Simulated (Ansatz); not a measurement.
**Run report: Al, geometry relaxation**

The run: geometry relaxation of Al (slab, 3 atoms in the cell). Method and program: DFT PBE, scalar-relativistic, plane waves, PAW, PAW set soft_1, no spin polarisation (Ansatz 0.2.0).

The structure derives from an entry of the Crystallography Open Database. The input holds or restrains some coordinates. Forces given for the steps count only the free coordinates. Figures and captions count atoms from 1; the log counts them from 0 in places.

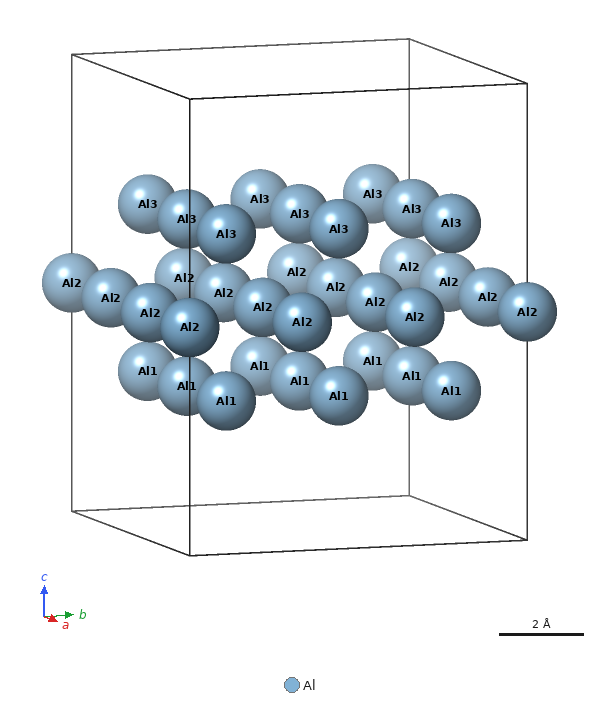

Figure 1. The starting structure (spheres-only view of the 3 × 3 repeat of the cell, with the vacuum cut short, seen slightly off an axis; atoms are numbered from 1 in the order of the input). An atom can appear more than once, as a periodic image.

## Results in brief

| quantity | value |
| --- | --- |
| outcome | converged under the restraints of the input |
| electrons treated | 9 |
| free energy | −1611.5892 eV |
| work function, top face | 4.51 eV |
| work function, bottom face | 4.51 eV |
| Fermi energy | −0.274 eV |
| gap on the k-point mesh | none (metallic) |
| final volume | 147.23 Å³ |
| work function (upper face) | 4.51 eV |
| largest force (length of the vector) at the end, held atoms and coordinates included | 0.029 eV/Å |
| hardware | 1 thread of Arm Neoverse V1, 24 GiB of memory available, shared host |
| wall time | 16 s |
| peak memory | 0.35 GiB |

## Input file
```yaml
crystal:
  lattice:
    - [2.8567582918, 0.0, 0.0]
    - [0.0, 2.8567582918, 0.0]
    - [0.0, 0.0, 18.0400663207]
  atoms:
    - { symbol: Al, position: [0.5, 0.5, 0.388025181] }
    - { symbol: Al, position: [0.0, 0.0, 0.5] }
    - { symbol: Al, position: [0.5, 0.5, 0.611974819] }
basis:
  ecutwfc: 420
kpoints:
  mp_grid: { grid: [10, 10, 1] }
hamiltonian:
  xc: pbe
  pseudopotentials: { kind: paw, azcp: { folder: soft_1 } }
scf:
  occupations: { method: gaussian, width: 0.1 }
output:
  forces: true
  eigenvalues: true
relax:
  adjacent_minimum: "off"
  f_tol: 0.03
  max_steps: 50
  constraints: [{ sites: [0] }]
efield:
  axis: 3
  dipole_correction: true
  ramp_width: 0.04
```

Launched with:
```bash
ansatz run input.yaml --threads 1 --pin off --max-ram 3072MiB --backend cpu --events-out ev --progress --plain --runs-dir out
```

## Log
```
Engine: ansatz 0.2.0, aarch64-unknown-linux-gnu
Pseudopotentials: kind: paw
Pseudopotential: Al, paw, valence charge 3, recommended cutoff 420 eV (normal), [file]
Functional definition: PBE
  parameter kappa = 0.804
  parameter beta = 0.06672455060314922
  exchange = pbe_x(kappa = kappa, mu = beta*pi^2/3)
  correlation = pbe_c(beta = beta)
Crystal: 3 atoms, lattice volume = 147.226 Å³
Basis set: ecut = 420 eV, 2881 PW (Γ), exchange–correlation on 40×40×250 points (8 copies of the dense FFT grid, shifted against one another)
Bands: 9, of which v1, the nominal top of the filled ones, is band 5 counted from 1 (4 counted from 0)
Symmetry: 8 space group operations
k-points: 21 of 100
Non-local potential: Al, projectors of the file, l = 0: 2, l = 1: 2, l = 2: 1
PAW form: soft (Blöchl's): semilocal exchange-correlation on the pseudo side does not see the compensation charge
PAW one-centre angular grid: Al, 110 points (default); XC on 64 Gauss nodes
Initial density: superposition of atomic densities (neutral atoms: chi_scale 0, normalization atom)
Initial wavefunctions: pseudopotential atomic-orbital guess
Functional: x = pbe(κ = 0.804, μ = 0.2195149727645171), c = pbe(β = 0.06672455060314922)
SCF iter   1: F=—  HF=-1611.980685 eV  |F-HF|=—  |Δ(HF+E_count)|=         —  Δρ=1.57e-2  dr2=2.20e0  ethr=3.10e-3  p=0.000 e·Å  D=8.25e-16 V/Å  ΔV_dip=-0.00 eV  dr2_dipole=1.96e-7  V_vac-E_F(+/−)=6.21/6.21 eV  ⟨swp⟩=8.5  Hψ=1886  notcnv=0
efield: sawtooth ramp at fractional position 0.9800 (placed from the atoms, in the widest stretch of the axis that holds none; the zero of the levels goes with the place), width 0.0400; the density the first Hamiltonian is built on has a dipole p = 0.000 e·Å; the dipole correction subtracts the counter field D = 8.25e-16 V/Å, which shifts the + side's vacuum level by -0.00 eV against the − side's; the planar-averaged density in the ramp window peaks in size at 4.1e-8 e/Å³
preconditioner: auto → LDOS  [metal: Δε(μ)=0.089 eV  Ē_g=7.162 eV  σ=0.100 eV  W_gap=0.47  n_scr=8 (ndim 8)  ℏωp=9.2 eV  f_vac=0.471  D(μ)=2.05/eV (n_scr^D=8)  β→1.0]
SCF iter   2: F=—  HF=-1611.558281 eV  |F-HF|=—  |Δ(HF+E_count)|=   4.22e-1  Δρ=7.57e-3  dr2=9.25e-2  ethr=3.10e-3  p=-0.000 e·Å  D=-1.21e-4 V/Å  ΔV_dip=0.00 eV  dr2_dipole=9.37e-7  V_vac-E_F(+/−)=4.73/4.73 eV  ⟨swp⟩=3.7  Hψ=560  notcnv=0  defer=5
SCF iter   3: F=—  HF=-1611.572546 eV  |F-HF|=—  |Δ(HF+E_count)|=   1.43e-2  Δρ=9.53e-4  dr2=5.65e-3  ethr=1.03e-3  p=-0.000 e·Å  D=-1.43e-5 V/Å  ΔV_dip=0.00 eV  dr2_dipole=1.57e-9  V_vac-E_F(+/−)=4.70/4.70 eV  ⟨swp⟩=2.9  Hψ=378  notcnv=0  defer=5
SCF iter   4: F=—  HF=-1611.571698 eV  |F-HF|=—  |Δ(HF+E_count)|=   8.48e-4  Δρ=2.74e-4  dr2=4.92e-4  ethr=6.28e-5  p=-0.000 e·Å  D=-3.37e-6 V/Å  ΔV_dip=0.00 eV  dr2_dipole=1.09e-9  V_vac-E_F(+/−)=4.58/4.58 eV  ⟨swp⟩=2.7  Hψ=305  notcnv=0  defer=5
SCF iter   5: F=—  HF=-1611.571755 eV  |F-HF|=—  |Δ(HF+E_count)|=   5.64e-5  Δρ=7.22e-5  dr2=2.42e-5  ethr=5.46e-6  p=-0.000 e·Å  D=-1.55e-6 V/Å  ΔV_dip=0.00 eV  dr2_dipole=1.52e-9  V_vac-E_F(+/−)=4.54/4.54 eV  ⟨swp⟩=2.6  Hψ=265  notcnv=0  defer=5
SCF iter   6: F=-1611.571754 eV  HF=-1611.571753 eV  |F-HF|=1.76e-7  |Δ(HF+E_count)|=   1.07e-6  Δρ=9.99e-6  dr2=2.15e-7  ethr=2.50e-7  p=0.000 e·Å  D=3.39e-7 V/Å  ΔV_dip=-0.00 eV  dr2_dipole=1.36e-9  V_vac-E_F(+/−)=4.53/4.53 eV  ⟨swp⟩=12.0  Hψ=1393  notcnv=0
SCF 1 converged in 6 iterations: F = -1611.571754 eV  dr2 = 2.15e-7
  greatest PAW one-centre occupation: 0.482 electrons in one spin orbital (limit 2), on the Al atom at site 0 (counted from 0), in its partial waves of l = 0
relax step   1: F+E_penalty+E_count = -1611.57175364 eV  Δ(F+E_penalty+E_count) = +0.000e0 eV  max|allowed force component| = 2.945e-1 eV/Å  Δτ_max = 0.0000 Å  (6 SCF iters, dr2 threshold 2.25e-5 eV, accepted)
Initial density: handed on by an earlier stage of this run
Initial wavefunctions: those handed on with the density
iter 1 solved again at ethr=4.95e-4 eV; its pass at ethr=3.10e-3 eV (dr2=4.45e-2 eV) is discarded
SCF iter   1: F=—  HF=-1611.589832 eV  |F-HF|=—  |Δ(HF+E_count)|=         —  Δρ=2.37e-3  dr2=4.89e-2  ethr=4.95e-4  p=0.000 e·Å  D=3.43e-7 V/Å  ΔV_dip=-0.00 eV  dr2_dipole=1.44e-2  V_vac-E_F(+/−)=4.56/4.56 eV  ⟨swp⟩=1.6  Hψ=1564  notcnv=0  defer=6
efield: sawtooth ramp at fractional position 0.9800 (handed on by an earlier solve), width 0.0400; the density the first Hamiltonian is built on has a dipole p = 0.000 e·Å; the dipole correction subtracts the counter field D = 3.43e-7 V/Å, which shifts the + side's vacuum level by -0.00 eV against the − side's; the planar-averaged density in the ramp window peaks in size at 1.1e-6 e/Å³
eigensolver tolerance schedule calibrated: the retry pair's looser diagonalisation under-reported the residual by θ = 0.09 (0.11/decade); ethr = c·dr2/N_el runs at the constant in force after the calibration composes with the one it found (an armed cap, an earlier calibration), c = 8.1e-2
preconditioner: auto → LDOS  [insulator: Δε(μ)=0.120 eV  Ē_g=6.707 eV  σ=0.100 eV  W_gap=0.56  n_scr=8 (ndim 8)  ℏωp=9.2 eV  f_vac=0.481  D(μ)=1.05/eV (n_scr^D=6)  ε∞_Penn≈2.9  β→1.0]
SCF iter   2: F=—  HF=-1611.584963 eV  |F-HF|=—  |Δ(HF+E_count)|=   4.87e-3  Δρ=6.48e-4  dr2=4.38e-3  ethr=4.38e-4  p=-0.004 e·Å  D=-5.37e-3 V/Å  ΔV_dip=0.10 eV  dr2_dipole=2.11e-3  V_vac-E_F(+/−)=4.56/4.47 eV  ⟨swp⟩=1.8  Hψ=220  notcnv=0  defer=6
SCF iter   3: F=—  HF=-1611.584634 eV  |F-HF|=—  |Δ(HF+E_count)|=   3.28e-4  Δρ=2.48e-4  dr2=5.30e-4  ethr=3.93e-5  p=0.002 e·Å  D=1.99e-3 V/Å  ΔV_dip=-0.04 eV  dr2_dipole=1.87e-4  V_vac-E_F(+/−)=4.46/4.50 eV  ⟨swp⟩=2.2  Hψ=289  notcnv=0  defer=7
SCF iter   4: F=—  HF=-1611.584566 eV  |F-HF|=—  |Δ(HF+E_count)|=   6.86e-5  Δρ=4.59e-5  dr2=2.52e-5  ethr=4.75e-6  p=0.000 e·Å  D=3.76e-4 V/Å  ΔV_dip=-0.01 eV  dr2_dipole=8.99e-6  V_vac-E_F(+/−)=4.48/4.49 eV  ⟨swp⟩=2.0  Hψ=242  notcnv=0  defer=7
iter 5 did not close the SCF: its close was put off until two iterations running show no level that it waits for move by more than its bar (scf_convergence_deferred on its scf_iter line)
SCF iter   5: F=-1611.584565 eV  HF=-1611.584567 eV  |F-HF|=1.57e-6  |Δ(HF+E_count)|=   7.35e-7  Δρ=1.88e-5  dr2=2.27e-6  ethr=4.86e-8  p=0.000 e·Å  D=3.08e-4 V/Å  ΔV_dip=-0.01 eV  dr2_dipole=1.23e-7  V_vac-E_F(+/−)=4.48/4.49 eV  ⟨swp⟩=9.6  Hψ=1204  notcnv=0
SCF iter   6: F=-1611.584567 eV  HF=-1611.584567 eV  |F-HF|=2.49e-9  |Δ(HF+E_count)|=   4.64e-8  Δρ=3.97e-6  dr2=5.69e-8  ethr=2.04e-8  p=0.000 e·Å  D=3.03e-4 V/Å  ΔV_dip=-0.01 eV  dr2_dipole=4.99e-9  V_vac-E_F(+/−)=4.48/4.49 eV  ⟨swp⟩=3.9  Hψ=808  notcnv=0
SCF 2 converged in 6 iterations: F = -1611.584567 eV  dr2 = 5.69e-8
  greatest PAW one-centre occupation: 0.484 electrons in one spin orbital (limit 2), on the Al atom at site 2 (counted from 0), in its partial waves of l = 0
relax step   2: F+E_penalty+E_count = -1611.58456653 eV  Δ(F+E_penalty+E_count) = -1.281e-2 eV  max|allowed force component| = 1.348e-1 eV/Å  Δτ_max = 0.1946 Å  (6 SCF iters, dr2 threshold 5.42e-6 eV, accepted)
SCF iter   1: F=—  HF=-1611.589983 eV  |F-HF|=—  |Δ(HF+E_count)|=         —  Δρ=7.35e-4  dr2=4.39e-3  ethr=4.95e-4  p=0.000 e·Å  D=3.03e-4 V/Å  ΔV_dip=-0.01 eV  dr2_dipole=1.06e-3  V_vac-E_F(+/−)=4.48/4.49 eV  ⟨swp⟩=3.7  Hψ=853  notcnv=0  defer=9
efield: sawtooth ramp at fractional position 0.9800 (handed on by an earlier solve), width 0.0400; the density the first Hamiltonian is built on has a dipole p = 0.000 e·Å; the dipole correction subtracts the counter field D = 3.03e-4 V/Å, which shifts the + side's vacuum level by -0.01 eV against the − side's; the planar-averaged density in the ramp window peaks in size at 1.3e-6 e/Å³
preconditioner: auto → LDOS  [metal: Δε(μ)=0.093 eV  Ē_g=6.760 eV  σ=0.100 eV  W_gap=0.47  n_scr=8 (ndim 8)  ℏωp=9.2 eV  f_vac=0.489  D(μ)=0.93/eV (n_scr^D=6)  β→1.0]
SCF iter   2: F=—  HF=-1611.589247 eV  |F-HF|=—  |Δ(HF+E_count)|=   7.35e-4  Δρ=1.61e-4  dr2=1.40e-4  ethr=4.88e-5  p=0.001 e·Å  D=8.39e-4 V/Å  ΔV_dip=-0.02 eV  dr2_dipole=1.71e-5  V_vac-E_F(+/−)=4.49/4.51 eV  ⟨swp⟩=2.2  Hψ=417  notcnv=0  defer=9
SCF iter   3: F=—  HF=-1611.589231 eV  |F-HF|=—  |Δ(HF+E_count)|=   1.59e-5  Δρ=4.79e-5  dr2=1.90e-5  ethr=1.56e-6  p=0.000 e·Å  D=1.13e-4 V/Å  ΔV_dip=-0.00 eV  dr2_dipole=6.17e-7  V_vac-E_F(+/−)=4.51/4.51 eV  ⟨swp⟩=2.3  Hψ=268  notcnv=0  defer=9
SCF iter   4: F=—  HF=-1611.589230 eV  |F-HF|=—  |Δ(HF+E_count)|=   1.72e-6  Δρ=1.68e-5  dr2=1.71e-6  ethr=2.12e-7  p=0.000 e·Å  D=1.35e-4 V/Å  ΔV_dip=-0.00 eV  dr2_dipole=2.84e-7  V_vac-E_F(+/−)=4.51/4.51 eV  ⟨swp⟩=1.9  Hψ=221  notcnv=0  defer=9
SCF iter   5: F=-1611.589230 eV  HF=-1611.589230 eV  |F-HF|=1.31e-7  |Δ(HF+E_count)|=   4.90e-7  Δρ=5.52e-6  dr2=2.10e-7  ethr=1.26e-8  p=0.000 e·Å  D=9.52e-5 V/Å  ΔV_dip=-0.00 eV  dr2_dipole=2.23e-8  V_vac-E_F(+/−)=4.51/4.51 eV  ⟨swp⟩=9.2  Hψ=1205  notcnv=0
SCF 3 converged in 5 iterations: F = -1611.589230 eV  dr2 = 2.10e-7
relax step   3: F+E_penalty+E_count = -1611.58922986 eV  Δ(F+E_penalty+E_count) = -4.663e-3 eV  max|allowed force component| = 2.891e-2 eV/Å  Δτ_max = 0.0600 Å  (5 SCF iters, dr2 threshold 1.13e-6 eV, accepted)
iter 1 solved again at ethr=2.50e-9 eV; its pass at ethr=3.10e-3 eV (dr2=2.25e-7 eV) is discarded
SCF iter   1: F=—  HF=-1611.589241 eV  |F-HF|=—  |Δ(HF+E_count)|=         —  Δρ=5.60e-6  dr2=2.25e-7  ethr=2.50e-9  p=0.000 e·Å  D=9.52e-5 V/Å  ΔV_dip=-0.00 eV  dr2_dipole=2.25e-8  V_vac-E_F(+/−)=4.51/4.51 eV  ⟨swp⟩=1.0  Hψ=882  notcnv=0
efield: sawtooth ramp at fractional position 0.9800 (handed on by an earlier solve), width 0.0400; the density the first Hamiltonian is built on has a dipole p = 0.000 e·Å; the dipole correction subtracts the counter field D = 9.52e-5 V/Å, which shifts the + side's vacuum level by -0.00 eV against the − side's; the planar-averaged density in the ramp window peaks in size at 1.3e-6 e/Å³
preconditioner: auto → LDOS  [metal: Δε(μ)=0.095 eV  Ē_g=6.756 eV  σ=0.100 eV  W_gap=0.48  n_scr=8 (ndim 8)  ℏωp=9.2 eV  f_vac=0.487  D(μ)=0.94/eV (n_scr^D=6)  β→1.0]
SCF iter   2: F=—  HF=-1611.589230 eV  |F-HF|=—  |Δ(HF+E_count)|=   1.13e-5  Δρ=4.40e-6  dr2=2.15e-7  ethr=2.49e-9  p=0.000 e·Å  D=9.20e-5 V/Å  ΔV_dip=-0.00 eV  dr2_dipole=2.70e-8  V_vac-E_F(+/−)=4.51/4.51 eV  ⟨swp⟩=2.0  Hψ=276  notcnv=0
SCF iter   3: F=-1611.589230 eV  HF=-1611.589230 eV  |F-HF|=1.55e-9  |Δ(HF+E_count)|=   1.25e-8  Δρ=1.24e-6  dr2=3.44e-9  ethr=1.11e-9  p=0.000 e·Å  D=8.80e-5 V/Å  ΔV_dip=-0.00 eV  dr2_dipole=1.45e-10  V_vac-E_F(+/−)=4.51/4.51 eV  ⟨swp⟩=4.1  Hψ=762  notcnv=0
SCF 4 converged in 3 iterations: F = -1611.589230 eV  dr2 = 3.44e-9
relax step   4: F+E_penalty+E_count = -1611.58923002 eV  Δ(F+E_penalty+E_count) = -1.608e-7 eV  max|allowed force component| = 2.883e-2 eV/Å  Δτ_max = 0.0000 Å  (3 SCF iters, accepted)
```

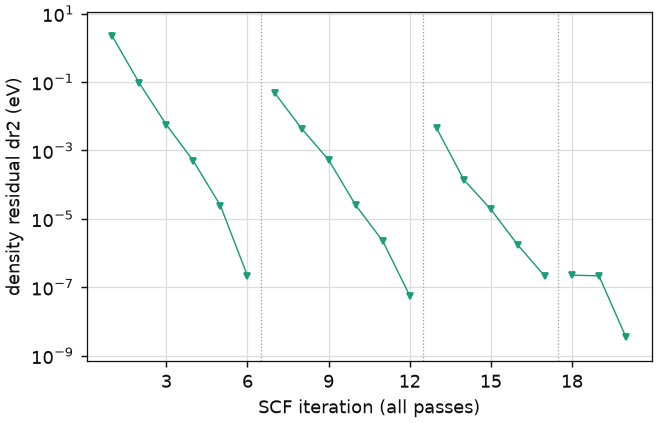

Figure 2. Convergence of the self-consistent field: density residual dr2 against the SCF iteration. The dotted lines part the SCF passes of the relaxation: geometry steps, rejected trials and re-solves on a re-selected basis. The passes take 6, 6, 5 and 3 iterations.

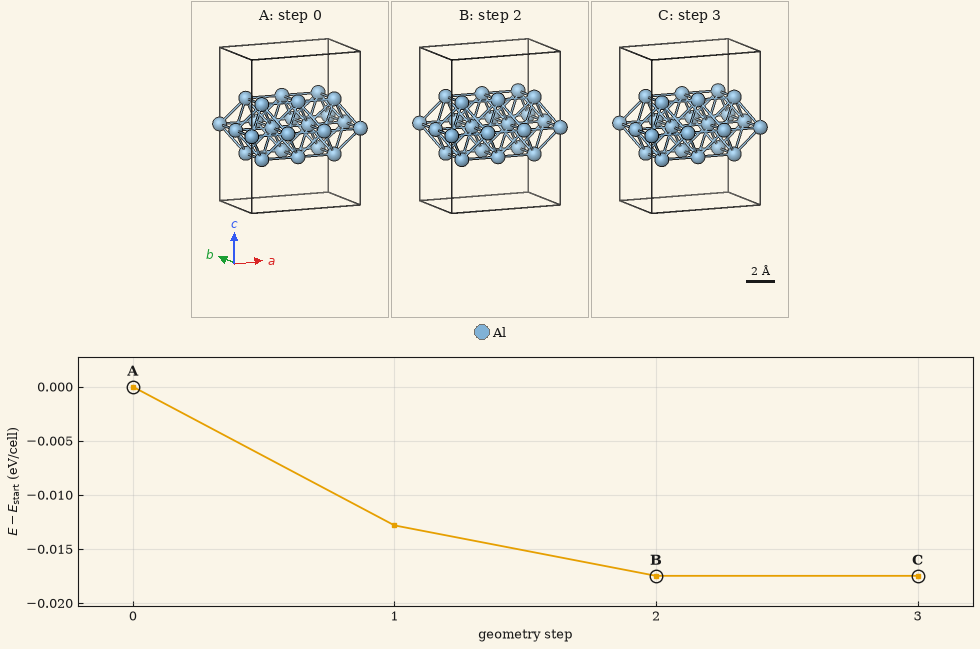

Figure 3. Frames of the restrained relaxation (ball-and-stick view of the 3 × 2 repeat of the cell, with the vacuum cut short, seen slightly off an axis) above the curves, on which the letters mark them (the first geometry is step 0 here and step 1 in the log).

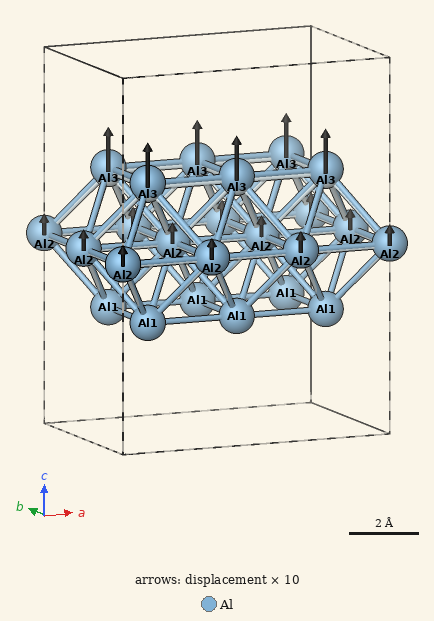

Figure 4. Start (faint) and end (solid) with the displacements as black arrows, magnified 10 times (ball-and-stick view of the 3 × 2 repeat of the cell, with the vacuum cut short, seen slightly off an axis). Over 3 geometry steps the energy falls by 17.5 meV per cell of the calculation. The largest force component goes from 0.29 to 0.029 eV/Å. The largest move is that of Al3, 0.13 Å. The cell doesn't change. Distances before and after: Al2–Al3 2.857 → 2.907 Å, Al1–Al2 2.857 → 2.903 Å. (Atoms are counted from 1 in the order of the input.)

```
SCF converged after 3 iterations
Free energy (F): -1611.589230 eV
Harris-Foulkes:  -1611.589230 eV  (|F-HF|=1.55e-9)
Internal energy: -1611.584537 eV  (E = F + TS)
E sigma→0 (E₀):  -1611.586883 eV
Entropy (-TS):   -0.004693 eV (-1.564 meV/atom)
Fermi energy:    -0.274113 eV
Dipole field:    D = 0.000069 V/Å  (p = 0.000056 e·Å, saw-weighted, corrected)
Work function:   Φ+ = 4.5070 eV   Φ− = 4.5082 eV
Levels:          The Fermi level and band energies are counted from a zero that moves with the ramp; work functions are not
--- Per-component energies (eV) ---
  E_band       = -36.535021
  E_kinetic    = 61.662670
  E_local      = -1122.325680  (includes V_loc(G=0)·N_el)
  E_nonlocal   = 30.501608
  E_hartree    = 543.502363
  E_xc         = -109.738539
  E_vxc        = -83.020878  (∫ρ·V_xc dr)
  E_paw        = -1408.011780  (= ΣΔE_a)
  E_vpaw       = -10.356785  (= ΣTr[D̂ρ^β])
  E_aug_tail   = -0.000006  (compensation charges beyond the density's cutoff)
  E_efield     = 0.000000  (sawtooth field / dipole correction)
  E_vefield    = -0.000041  (∫n·V_field dr)
  E_ewald      = 392.824828
  E_smearing   = -0.004693  (= −TS)
  E_closure    = -0.000000  (closes the sum)
  Σ components = -1611.589230   (vs F -1611.589230, Δ=0.00e0)
--- Forces (eV/Å), atoms counted from 1 ---
  atom   1  Al    -0.00000000     0.00000000     0.01796036
  atom   2  Al     0.00000000     0.00000000     0.01087680
  atom   3  Al    -0.00000000     0.00000000    -0.02883008
  max |Σ_I F_I| component: 7.08e-6 eV/Å
--- Band table (eV; the first three rows and the last of 21) ---
  k-point 0: bands = ["-10.3187", "-8.2170", "-5.0148", "-2.0188", "1.7432", "3.7086", "4.1405", "5.9910", "6.1047"]
  k-point 1: bands = ["-10.1384", "-8.0385", "-4.8374", "-1.8504", "1.9066", "3.5226", "3.8885", "4.3265", "5.4398"]
  k-point 2: bands = ["-9.5986", "-7.5045", "-4.3074", "-1.3480", "0.7598", "2.4636", "2.7689", "4.4346", "4.8567"]
  k-point 20: bands = ["-2.1591", "-2.1591", "-0.9472", "-0.6017", "-0.2151", "-0.2151", "1.2605", "1.3322", "2.7626"]
--- Relaxed structure (4 steps of the walk, 4 accepted, 0 SCFs on fresh bases) ---
  F+E_penalty+E_count = -1611.58923002 eV   max|allowed force component| = 2.883e-2 eV/Å
  atoms:
    - { symbol: Al, position: [0.5, 0.5, 0.388025181] }
    - { symbol: Al, position: [1.1587231938442577e-35, 0.0, 0.5035929015622177] }
    - { symbol: Al, position: [0.5, 0.5, 0.6194376025194724] }
```

## Trajectory as extended XYZ (Å, eV, eV/Å), 4 frames, from step=1 to step=4
```
3
Lattice="2.8568 0.0000 0.0000 0.0000 2.8568 0.0000 0.0000 0.0000 18.0401" Properties=species:S:1:pos:R:3:forces:R:3 step=1 energy=-1611.57175
Al    1.4284    1.4284    7.0000    0.0000   0.0000  -0.2945
Al    0.0000    0.0000    9.0200    0.0000   0.0000  -0.0001
Al    1.4284    1.4284   11.0401    0.0000   0.0000   0.2945
3
Lattice="2.8568 0.0000 0.0000 0.0000 2.8568 0.0000 0.0000 0.0000 18.0401" Properties=species:S:1:pos:R:3:forces:R:3 step=2 energy=-1611.58457
Al    1.4284    1.4284    7.0000    0.0000   0.0000   0.1005
Al    0.0000    0.0000    9.1086    0.0000   0.0000   0.0343
Al    1.4284    1.4284   11.2347    0.0000   0.0000  -0.1348
3
Lattice="2.8568 0.0000 0.0000 0.0000 2.8568 0.0000 0.0000 0.0000 18.0401" Properties=species:S:1:pos:R:3:forces:R:3 step=3 energy=-1611.58923
Al    1.4284    1.4284    7.0000    0.0000   0.0000   0.0178
Al    0.0000    0.0000    9.0848    0.0000   0.0000   0.0111
Al    1.4284    1.4284   11.1747    0.0000   0.0000  -0.0289
3
Lattice="2.8568 0.0000 0.0000 0.0000 2.8568 0.0000 0.0000 0.0000 18.0401" Properties=species:S:1:pos:R:3:forces:R:3 step=4 energy=-1611.58923
Al    1.4284    1.4284    7.0000    0.0000   0.0000   0.0180
Al    0.0000    0.0000    9.0848    0.0000   0.0000   0.0109
Al    1.4284    1.4284   11.1747    0.0000   0.0000  -0.0288
```

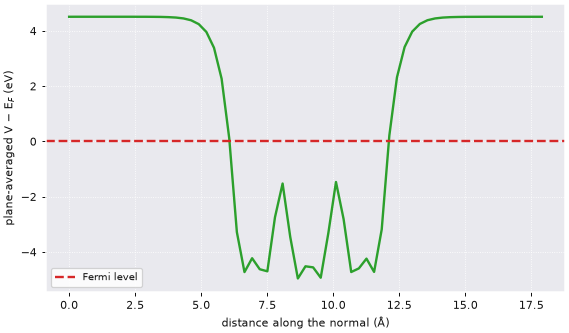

Figure 5. Plane average of the electrostatic potential energy of an electron across the cell, from the Fermi level. The vacuum level lies 4.51 eV above the Fermi level.
